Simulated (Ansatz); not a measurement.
Geometry optimisation.

Program: Ansatz.

```
crystal:
  lattice:
    - [2.4672912616, 0.0, 0.0]
    - [-1.2336456308, 2.1367369111, 0.0]
    - [0.0, 0.0, 7.803073]
  atoms:
    - { symbol: C, position: [0.0, 0.0, 0.25] }
    - { symbol: C, position: [0.0, 0.0, 0.75] }
    - { symbol: C, position: [0.33333333, 0.66666667, 0.25] }
    - { symbol: C, position: [0.66666667, 0.33333333, 0.75] }
basis:
  ecutwfc: 500
kpoints:
  mp_grid: { grid: [21, 21, 6] }
hamiltonian:
  xc: r2scan
scf:
  occupations: { method: gaussian, width: 0.1 }
output:
  forces: true
  stress: true
  eigenvalues: true
relax:
  adjacent_minimum: "off"
  f_tol: 0.01
  max_steps: 80
  cell: { stress_tol: 0.05 }
```

### How does the optimisation go?

The optimisation met its thresholds at geometry 6, counting the start as the first. The energy fell by about 5.8 meV/atom from the first step to the last. All forces vanish by symmetry, so only the cell moves. The volume shrinks from 10.3 to 9.2 Å³ per atom (−11 %), as the pressure goes from −3.6 GPa to about 0 GPa.

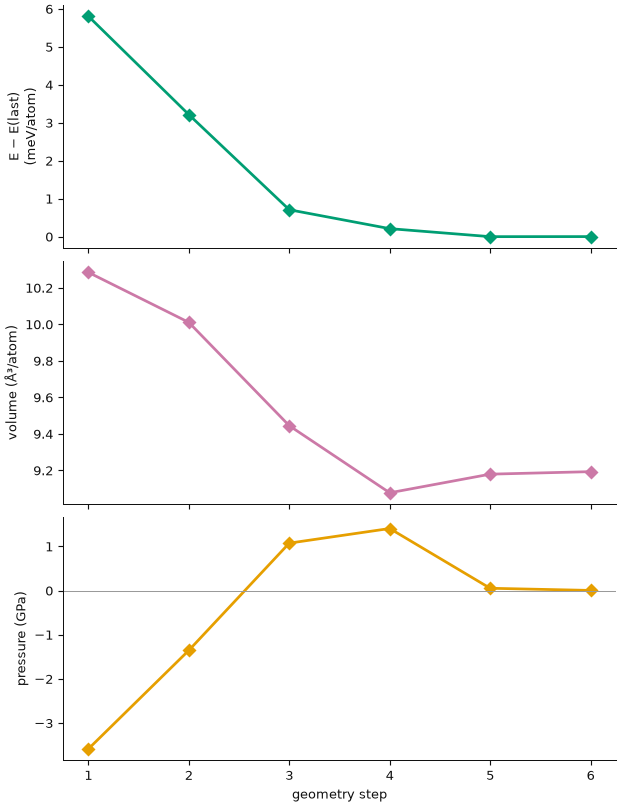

History of the run, step by step. Atoms and cell relax. A closing SCF on a freshly chosen basis isn't drawn.
